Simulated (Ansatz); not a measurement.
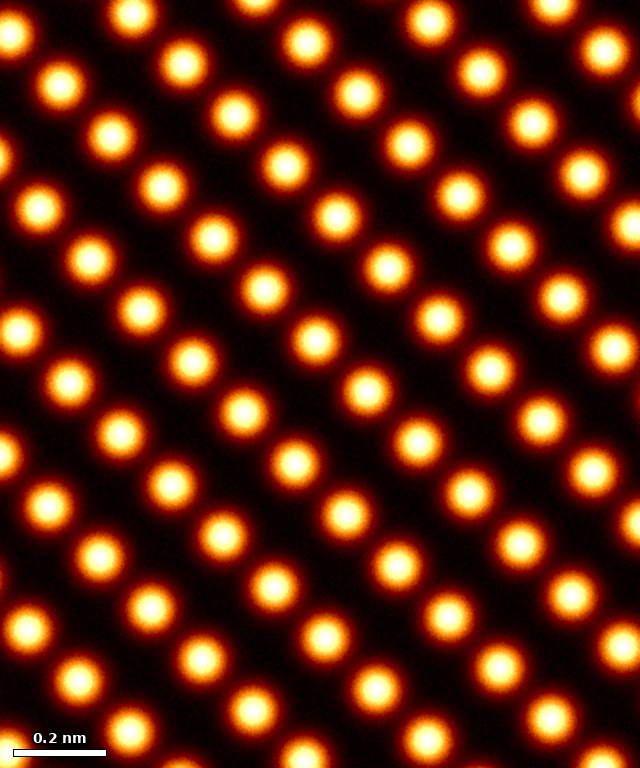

An image along [110] of one of the structures below (computed or model cells, partly hypothetical, each in its standard cell). The image is simulated as a sum over atoms of Z^1.8, blurred by a 0.73 Å probe (no channelling). The probe carries 15 % of its weight in a tail 2.5 times as wide. The display is stretched by a gamma of 0.8; percentages refer to the linear signal. Shot noise was added.

A. La
Space group P6_3/mmc (No. 194). a = 3.780 Å, b = 3.780 Å, c = 12.067 Å, α = 90.00°, β = 90.00°, γ = 120.00°
```csv
atom,site,symmetry,x,y,z
La,2a,-3m.,0.0000,0.0000,0.0000
La,2c,-6m2,0.3333,0.6667,0.2500
```

B. Mo
Space group Im-3m (No. 229). a = 3.161 Å, b = 3.161 Å, c = 3.161 Å, α = 90.00°, β = 90.00°, γ = 90.00°
```csv
atom,site,symmetry,x,y,z
Mo,2a,m-3m,0.0000,0.0000,0.0000
```

C. Li
Space group Fm-3m (No. 225). a = 4.323 Å, b = 4.323 Å, c = 4.323 Å, α = 90.00°, β = 90.00°, γ = 90.00°
```json
{"atom": "Li", "site": "4a", "symmetry": "m-3m", "x": "0.0000", "y": "0.0000", "z": "0.0000"}
```

D. Mo
Space group Fm-3m (No. 225). a = 3.963 Å, b = 3.963 Å, c = 3.963 Å, α = 90.00°, β = 90.00°, γ = 90.00°
```
atom  site  symmetry       x       y       z
  Mo    4a      m-3m  0.0000  0.0000  0.0000
```

Which structure was imaged?

Answer. B, Mo. Along [110] the projected cells are A 3.27 × 12.07 Å, 90°; B 1.58 × 2.23 Å, 90°; C 2.65 × 2.65 Å, 109°; D 2.43 × 2.43 Å, 109°. The image repeats as B does.

Structure B: the input geometry of an electronic-structure calculation (not necessarily at equilibrium).
